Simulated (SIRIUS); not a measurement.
NiO

Input

```
{
  "control": {
    "processing_unit": "cpu",
    "std_evp_solver_name": "lapack",
    "gen_evp_solver_name": "lapack",
    "verbosity": 2,
    "print_forces": true,
    "ortho_rf": true,
    "use_second_variation": true,
    "rmt_max": 3.0,
    "num_bands_to_print": 23,
    "save_wf": true
  },
  "parameters": {
    "electronic_structure_method": "full_potential_lapwlo",
    "xc_functionals": ["XC_GGA_X_PBE_SOL", "XC_GGA_C_PBE_SOL"],
    "core_relativity": "dirac",
    "valence_relativity": "iora",
    "num_fv_states": 23,
    "smearing": "fermi_dirac",
    "smearing_width": 0.0018374661,
    "pw_cutoff": 25,
    "gk_cutoff": 4.83,
    "lmax_apw": 12,
    "lmax_rho": 8,
    "lmax_pot": 8,
    "num_mag_dims": 1,
    "auto_rmt": 0,
    "ngridk": [11, 11, 11],
    "shiftk": [0, 0, 0],
    "num_dft_iter": 80,
    "energy_tol": 1e-07,
    "density_tol": 1e-05,
    "use_symmetry": true
  },
  "settings": {"tol_ne": 1e-10},
  "iterative_solver": {"type": "exact"},
  "mixer": {"type": "anderson", "beta": 0.4, "max_history": 8},
  "unit_cell": {
    "lattice_vectors": [[0.0, 3.9417828252, 3.9417828252], [3.9417828252, 0.0, 3.9417828252], [3.9417828252, 3.9417828252, 0.0]],
    "atom_types": ["Ni", "O"],
    "atom_files": {"Ni": "Ni.json", "O": "O.json"},
    "atoms": {"Ni": [[-0.00037, -0.016736, 0.01952, 0.0, 0.0, 1.0]], "O": [[0.503052, 0.493153, 0.496046, 0.0, 0.0, 0.0]]}
  }
}
```

Launched as:

```sh
OMP_NUM_THREADS=1 sirius.scf --input=sirius_start.json --output=start.json
OMP_NUM_THREADS=1 sirius.scf --input=sirius.json --output=output.json --task=1
```

Below, planes, directions and counts refer to the cell of the magnetic structure (a = 2.95 Å, b = 2.95 Å, c = 7.23 Å, α = 90.00°, β = 90.00°, γ = 120.00°).

Space group Cm; spin-polarised.

All numbers below come from Kohn-Sham DFT of a periodic cell, PBEsol, all-electron FP-LAPW (SIRIUS).

What will maps of the electron density and spin density show?

Answer. Ni–O (2.06 Å): ρ at the midpoint is about 0.49 e/Å³.
Ni–O (2.11 Å): the density is about 0.43 e/Å³ at the midpoint.
The spin density sits on Ni: +1.1 μB (×3) in one cell of 6 atoms, with smaller moments on other sites: O (up to +0.18 μB): parallel main moments, as they must be, since the calculation's own cell holds one magnetic site. The cell of the calculation (2 atoms) carries 1.4 μB of net spin moment.

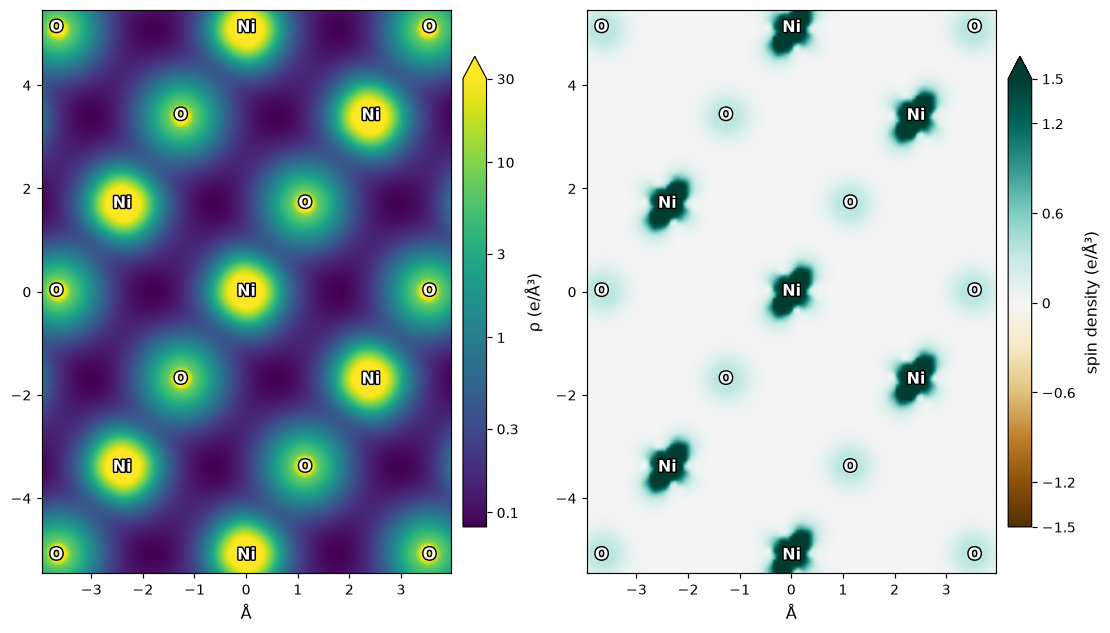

Computed electron density and spin density on the (110) plane of the cell of the magnetic structure, in this order. 
